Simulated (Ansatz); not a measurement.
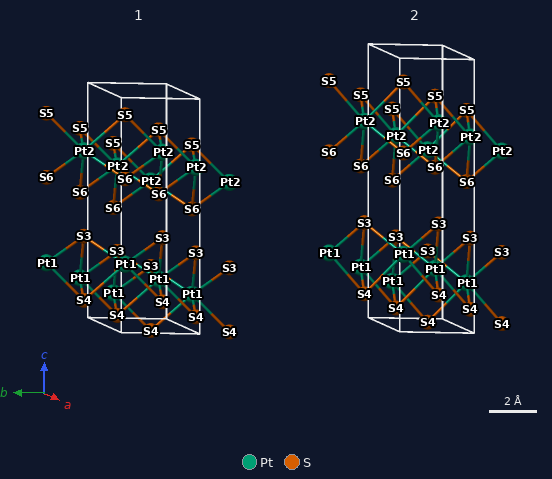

Two geometries of a crystal of PtS2 (built on the 2H (MoS2) bulk type), drawn at one scale. One is the start of a relaxation, the other its converged end. A ball-and-stick model of the cell of the calculation, repeated 3 × 2 × 1 with one cell outlined, seen from a free direction.

Computed with Ansatz, DFT, PBE-D3(BJ), plane waves, PAW. Settings: plane-wave cutoff 420 eV; k-point mesh 12 × 12 × 2; occupations fermi dirac; smearing width 0.02 eV; no spin polarisation; cell and atoms relaxed; force threshold 0.005 eV/Å.

Question: Which one is relaxed?

Answer: Structure 1 is the relaxed one. The largest moves relative to the cell, 0.067 Å, are those of S3, S4, S5 and S6. S4 goes along −c. Pt stays in place. The volume changes by −3.6 %, with a = b 3.238 → 3.430 Å (+5.9 %), c 12.159 → 10.441 Å (−14.1 %). Near-neighbour distances that change, for instance: S3–S4 3.162 → 2.848 Å, Pt1–S3 2.448 → 2.439 Å. Bond angles that change, for instance: S3–Pt1–S4 80.4° → 71.4°, Pt1–S3–Pt1 82.8° → 89.4°, S3–Pt1–S3 82.8° → 89.4°. The space group stays P6_3/mmc (No. 194). Over 5 accepted moves (7 points after the start) the energy falls by 0.653 eV per cell of the calculation. The largest force component goes from 0.26 to 0.0017 eV/Å. Pressure: 1.02 GPa at the start and 0.01 GPa at the end. The line search rejected the trial step at point 4 of the run. At 1 point the geometry stayed and the basis and grid were re-selected for the new cell (energy shift of 0.5 meV per cell of the calculation at most each time). Cost: 16 s on 2 threads of AMD EPYC 7R13 Processor (Zen 3), on a shared host, peak memory 0.68 GiB.
